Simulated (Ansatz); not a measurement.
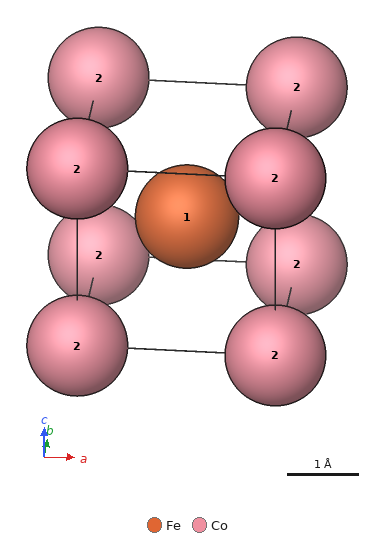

*The structure as given in the input (spheres-only view of the cell of the calculation, seen at an oblique angle; atoms are numbered from 1 in the order of the input).*

# FeCo: single-point calculation (part 1 of 4)

- system: FeCo (Pm-3m, 2 atoms in the cell)
- method: DFT, r2SCAN, plane waves, PAW, Ueff = 8 eV on Fe d (Ansatz 0.2.0)

The structure derives from an entry of the Crystallography Open Database. The run did not end well. Figures and captions count atoms from 1; the log counts them from 0 in places.

**Input file**
```yaml
crystal:
  lattice:
    - [2.8379341899, 0.0, 0.0]
    - [0.0, 2.8379341899, 0.0]
    - [0.0, 0.0, 2.8379341899]
  atoms:
    - { symbol: Fe, position: [0.5, 0.5, 0.5], spin: 2.5 }
    - { symbol: Co, position: [0.0, 0.0, 0.0], spin: 1.5 }
basis:
  ecutwfc: 500
  ecutrho_ratio: 4
kpoints:
  mp_grid: { grid: [12, 12, 12] }
hamiltonian:
  xc: r2scan
  hubbard: { sites: [{ species: Fe, l: d, u_eff: 8.0 }], double_counting: amf }
scf:
  occupations: { method: gaussian, width: 0.05 }
  mixing: { preconditioner: kerker_dos }
output:
  forces: true
  stress: true
magnetization:
  spin_polarized: true
```

Hardware: 4 threads of Arm Neoverse V2, 24 GiB of memory available, shared host.

Run as:
```bash
ansatz run input.yaml --threads 4 --pin off --max-ram 7168MiB --backend cpu --events-out ev --progress --plain --runs-dir out
```

**Log**
```
Fe: projections on atomic orbitals take those of the free atom [Ne] 3s2 3p6 3d6 4s2, of charge +0.00 (hamiltonian.pseudopotentials.projection_atoms); the dataset's partial waves leave at most 1.1e-6 of an orbital's norm unspanned inside its sphere
Co: projections on atomic orbitals take those of the free atom [Ne] 3s2 3p6 3d7 4s2, of charge +0.00 (hamiltonian.pseudopotentials.projection_atoms); the dataset's partial waves leave at most 1.4e-6 of an orbital's norm unspanned inside its sphere
Engine: ansatz 0.2.0, aarch64-unknown-linux-gnu
Pseudopotentials: kind: paw
Pseudopotential: Fe, paw, valence charge 16, recommended cutoff 500 eV (meta_gga), Fe.paw.azcp
Pseudopotential: Co, paw, valence charge 17, recommended cutoff 500 eV (meta_gga), Co.paw.azcp
Functional definition: r2SCAN
  parameter k0 = 0.174
  parameter k1 = 0.065
  parameter a1 = 4.9479
  exchange = r2scan_x(k0 = k0, k1 = k1, a1 = a1)
  correlation = r2scan_c
Crystal: 2 atoms, lattice volume = 22.856 Å³
Basis set: ecut = 500 eV, 587 PW (Γ), exchange–correlation on 96×96×96 points (64 copies of the dense FFT grid, shifted against one another)
Bands: 23, of which v1, the nominal top of the filled ones, is band 17 counted from 1 (16 counted from 0)
Symmetry: 48 space group operations
Space group: Pm-3m (ITA 221), of the structure as read, at distance tolerance 2.8e-5 Å
Magnetic group: BNS 221.92 (UNI 1594), of the structure as read, at distance tolerance 2.8e-5 Å
k-points: 84 of 1728
Non-local potential: Fe, projectors of the file, l = 0: 3, l = 1: 2, l = 2: 3, l = 3: 1
Non-local potential: Co, projectors of the file, l = 0: 3, l = 1: 2, l = 2: 3, l = 3: 1
PAW form: soft (Blöchl's): semilocal exchange-correlation on the pseudo side does not see the compensation charge
PAW frozen core: Fe, regenerated for the run's functional (the file was generated under x = pbe(κ = 0.804, μ = 0.2195149727645171), c = pbe(β = 0.06672455060314922))
PAW frozen core: Co, regenerated for the run's functional (the file was generated under x = pbe(κ = 0.804, μ = 0.2195149727645171), c = pbe(β = 0.06672455060314922))
PAW one-centre angular grid: Fe, 590 points (default); XC on 160 Gauss nodes
PAW one-centre angular grid: Co, 590 points (default); XC on 160 Gauss nodes
Initial density: superposition of atomic densities (chi_scale 0.1, normalization cell)
Starting moments: Σ|m| = 4 μB on 2 of 2 sites
Initial wavefunctions: pseudopotential atomic-orbital guess
Functional: x = r2scan, c = r2scan; τ floored in thin density (d = 2e-4 eV/Å³)
spin=Collinear: DOS-adaptive Kerker preconditioning applied to the charge; magnetization (m = ρ↑ − ρ↓) channel mixes plain (no charge-response kernel on spin).
```
